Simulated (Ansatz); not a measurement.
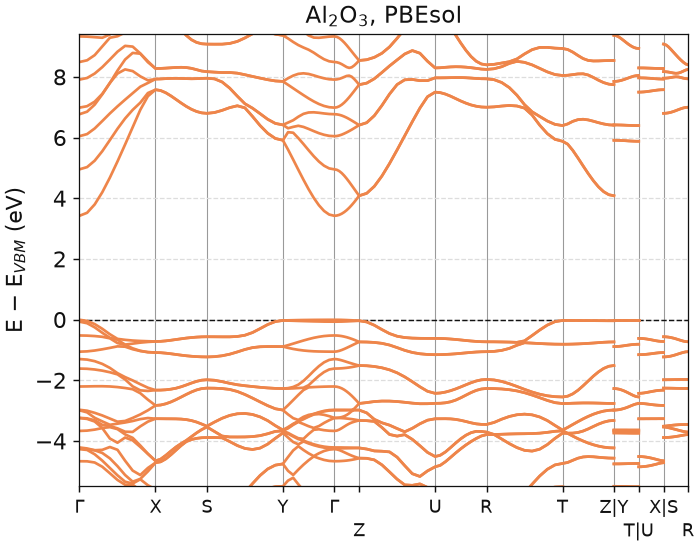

Band structure. Energies are counted from the top of the valence band.

### What lattice type does the k path imply?

A primitive orthorhombic lattice: the path Γ–X–S–Y–Γ–Z–U–R–T–Z|Y–T|U–X|S–R runs through the special points of its Brillouin zone.

Input of the run:

```yaml
crystal:
  lattice:
    - [4.613777, 0.0, 0.0]
    - [0.0, 9.563279, 0.0]
    - [0.0, 0.0, 3.119862]
  atoms:
    - { symbol: Al, position: [0.982975, 0.824573, 0.0] }
    - { symbol: Al, position: [0.017025, 0.175427, 0.0] }
    - { symbol: Al, position: [0.482975, 0.675427, 0.5] }
    - { symbol: Al, position: [0.517025, 0.324573, 0.5] }
    - { symbol: O, position: [0.5, 0.5, 0.5] }
    - { symbol: O, position: [0.123635, 0.75305, 0.5] }
    - { symbol: O, position: [0.376365, 0.25305, 0.0] }
    - { symbol: O, position: [0.623635, 0.74695, 0.0] }
    - { symbol: O, position: [0.0, 0.0, 0.0] }
    - { symbol: O, position: [0.876365, 0.24695, 0.5] }
hamiltonian:
  xc: pbesol
  pseudopotentials: { kind: paw }
kpoints:
  mp_grid: { grid: [6, 3, 9] }
  band_path:
    path:
      - [[0.0, 0.0, 0.0], [0.0, 0.0, 0.5], [0.5, 0.0, 0.5], [0.5, 0.0, 0.0], [0.0, 0.0, 0.0], [0.0, 0.5, 0.0], [0.0, 0.5, 0.5], [0.5, 0.5, 0.5], [0.5, 0.5, 0.0], [0.0, 0.5, 0.0]]
      - [[0.5, 0.0, 0.0], [0.5, 0.5, 0.0]]
      - [[0.0, 0.5, 0.5], [0.0, 0.0, 0.5]]
      - [[0.5, 0.0, 0.5], [0.5, 0.5, 0.5]]
    npoints: 10
scf:
  occupations: { method: fermi_dirac, width: 0.05 }
  n_extra_bands: 25
output:
  forces: true
  stress: true
  eigenvalues: true
  fatbands: true
```

System: Al2O3, space group Pnnm, 10 atoms in the cell.

Computed with Ansatz 0.2.0: PBEsol, Ansatz PAW, no spin polarisation, no spin-orbit coupling, 6×3×9 k mesh, 420 eV cutoff, Fermi-Dirac smearing of 0.05 eV.

### Is there a gap? Give its size, its kind and where the band edges lie.

A wide-gap semiconductor or insulator. The gap along this path is 3.43 eV and direct: both edges lie at Γ. At Y the top valence band lies only 0.02 eV lower.

### How much do the top valence band and the lowest conduction band disperse along the path?

The top valence band spans 0.7 eV and the lowest conduction band 4.2 eV.

The PAW data sets were made with another functional. LDA, GGA and most meta-GGA functionals understate gaps. The usual form of Al2O3 is corundum. In reduced coordinates of the cell that was run, X is (0, 0, 0.5), S is (0.5, 0, 0.5), Y is (0.5, 0, 0), Z is (0, 0.5, 0), U is (0, 0.5, 0.5), R is (0.5, 0.5, 0.5) and T is (0.5, 0.5, 0).
